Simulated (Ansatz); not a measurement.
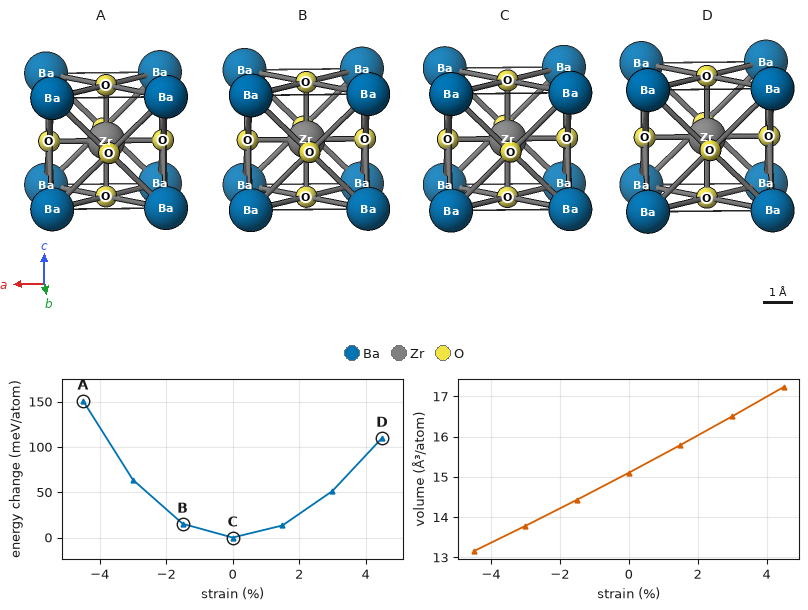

Members of a series of calculations on solid BaZrO$_{3}$ (set up in Pm-3m), marked on the first curve. A ball-and-stick model of the cell of the calculation, seen from a free direction.

These are results of DFT PBE, scalar-relativistic, plane waves, PAW in Ansatz, not measurements. Settings: plane-wave cutoff 420 eV; k-point mesh 6 × 6 × 6; occupations gaussian; smearing width 0.02 eV; no spin polarisation.

### Describe the series.

Equal strain along all axes, cell held, atoms relaxed. A (strain −4.5 %): energy change 151 meV/atom, volume 13.15 Å³ per atom. B (strain −1.5 %): energy change 15.2 meV/atom, volume 14.43 Å³ per atom. C (strain 0.0 %): energy change 0.0 meV/atom, volume 15.10 Å³ per atom. D (strain 4.5 %): energy change 110 meV/atom, volume 17.24 Å³ per atom. The rest compares A with D. The volume changes by +31.0 %, with a = b = c 4.037 → 4.417 Å (+9.4 %). Near-neighbour distances before and after: Ba–O 2.854 → 3.123 Å, O–Zr 2.018 → 2.209 Å.
